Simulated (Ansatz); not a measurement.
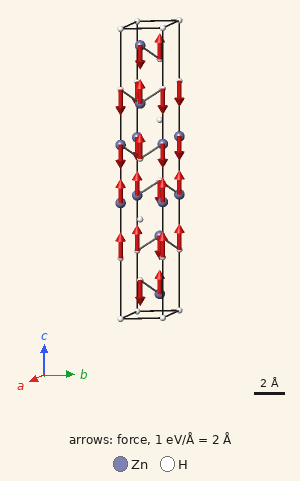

Starting geometry of a crystal of Zn$_{2}$H$_{3}$ (built on the tetradymite_166 type) (coarse preliminary run) with the computed forces as red arrows. The picture is a ball-and-stick view of the conventional cell (3 times the calculation's cell), seen slightly off an axis. Lengths and directions refer to the drawn axes.

Case: tetradymite type (R-3m, No. 166).

Method: DFT PBE, scalar-relativistic, plane waves, PAW in Ansatz.

Input file:
```yaml
crystal:
  lattice:
    - [1.4305950863, 0.8259544582, 6.6315339025]
    - [-1.4305950863, 0.8259544582, 6.6315339025]
    - [0.0, -1.6519089164, 6.6315339025]
  atoms:
    - { symbol: Zn, position: [0.4, 0.4, 0.4] }
    - { symbol: Zn, position: [0.6, 0.6, 0.6] }
    - { symbol: H, position: [0.0, 0.0, 0.0] }
    - { symbol: H, position: [0.2095, 0.2095, 0.2095] }
    - { symbol: H, position: [0.7905, 0.7905, 0.7905] }
basis:
  ecutwfc: 420
kpoints:
  mp_grid: { grid: [6, 6, 6] }
hamiltonian:
  xc: pbe
scf:
  occupations: { method: gaussian, width: 0.1 }
  lower_state_search: "off"
output:
  forces: true
  stress: true
  eigenvalues: true
relax:
  adjacent_minimum: "off"
  f_tol: 0.04
  max_steps: 70
  cell: { stress_tol: 0.4 }
```

Command:
```bash
ansatz run input.yaml --threads 1 --pin off --max-ram 2560MiB --backend cpu --events-out ev --progress --plain --runs-dir out
```

### Is this structure relaxed? If not, where do the atoms go?

It isn't relaxed: the largest force vector, on H atoms, is 0.89 eV/Å. The final displacements follow the starting forces only in part (cosine between the two patterns 0.77). The energy falls by 0.571 eV per cell of the calculation in 5 accepted moves (6 points after the start). Largest force component: 0.89 eV/Å at the start, 0.0055 eV/Å at the end. Pressure: −1.00 GPa at the start and 0.03 GPa at the end. At 1 point the geometry stayed and the basis and grid were re-selected for the new cell (energy shift of 8.5 meV per cell of the calculation at most each time). The largest moves relative to the cell, 0.44 Å, are those of H4 and H5. H4 goes along +c. By element the largest moves are H 0.44 Å, Zn 0.03 Å. The volume changes by +9.9 %, with a = b 2.861 → 3.005 Å (+5.0 %), c 19.895 → 19.823 Å (−0.4 %). Among the contacts that change: Zn1–H5 2.006 → 1.857 Å. The space group stays R-3m (No. 166).
